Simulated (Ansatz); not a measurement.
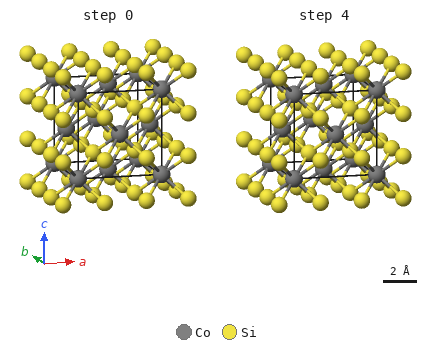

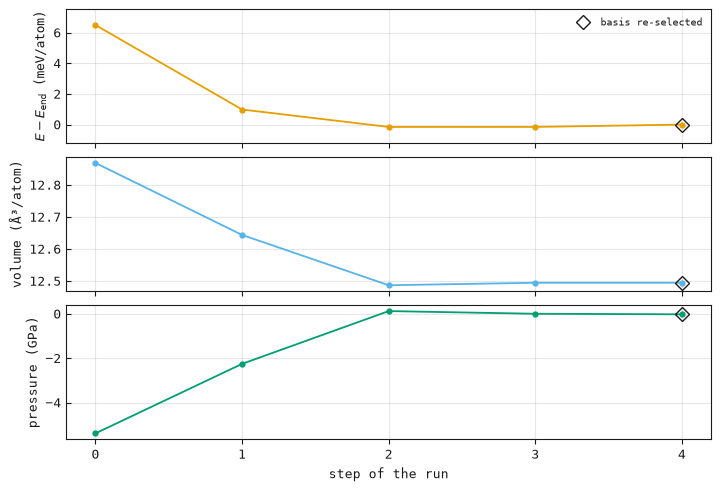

First and last geometry of a relaxation of crystalline CoSi2 (set up in Fm-3m), with the history of the run. The picture is a ball-and-stick view of the conventional cell (4 times the calculation's cell), seen slightly off an axis. Lengths and directions refer to the drawn axes.

All numbers below come from DFT PBEsol, scalar-relativistic, plane waves, PAW in Ansatz.

Input file:
```yaml
crystal:
  lattice:
    - [0.0, 2.6825, 2.6825]
    - [2.6825, 0.0, 2.6825]
    - [2.6825, 2.6825, 0.0]
  atoms:
    - { symbol: Co, position: [0.0, 0.0, 0.0] }
    - { symbol: Si, position: [0.25, 0.25, 0.25] }
    - { symbol: Si, position: [0.75, 0.75, 0.75] }
basis:
  ecutwfc: 420
kpoints:
  mp_grid: { grid: [14, 14, 14] }
hamiltonian:
  xc: pbesol
scf:
  occupations: { method: gaussian, width: 0.1 }
output:
  forces: true
  stress: true
  eigenvalues: true
  write_density: true
  write_potential: true
  elf: true
  volumetric_format: npy
relax:
  adjacent_minimum: "off"
  f_tol: 0.005
  max_steps: 80
  cell: { stress_tol: 0.05 }
```

Command:
```bash
ansatz run input.yaml --threads 2 --pin off --max-ram 5120MiB --backend cpu --events-out ev --progress --plain --runs-dir out
```

**Read the history and describe the run.**

It converged. No atom moves by more than 0.005 Å relative to the cell. The volume changes by −2.9 %, with a = b = c 5.365 → 5.313 Å (−1.0 %). Among the contacts that change: Co1–Si2 2.323 → 2.300 Å. The space group stays Fm-3m (No. 225). Over 3 accepted moves (4 points after the start) the energy falls by 6.5 meV per atom. All forces vanish by symmetry, so only the cell relaxes. Pressure: −5.39 GPa at the start and −0.02 GPa at the end. The SCF was repeated once at an unchanged geometry on a basis and grid sized afresh for the cell, which shifted the energy by 0.2 meV per atom at most. The run took 9.9 s on 2 threads of Arm Neoverse V2 (shared host), peak memory 0.38 GiB.

```json
{"step": "0", "E − E(0), meV/atom": "0.00", "pressure, GPa": "-5.39", "volume, Å³/atom": "12.869", "note": ""}
{"step": "1", "E − E(0), meV/atom": "-5.51", "pressure, GPa": "-2.26", "volume, Å³/atom": "12.644", "note": ""}
{"step": "2", "E − E(0), meV/atom": "-6.65", "pressure, GPa": "0.12", "volume, Å³/atom": "12.487", "note": ""}
{"step": "3", "E − E(0), meV/atom": "-6.65", "pressure, GPa": "0.00", "volume, Å³/atom": "12.494", "note": ""}
{"step": "4", "E − E(0), meV/atom": "-6.49", "pressure, GPa": "-0.02", "volume, Å³/atom": "12.494", "note": "same geometry, new basis"}
```
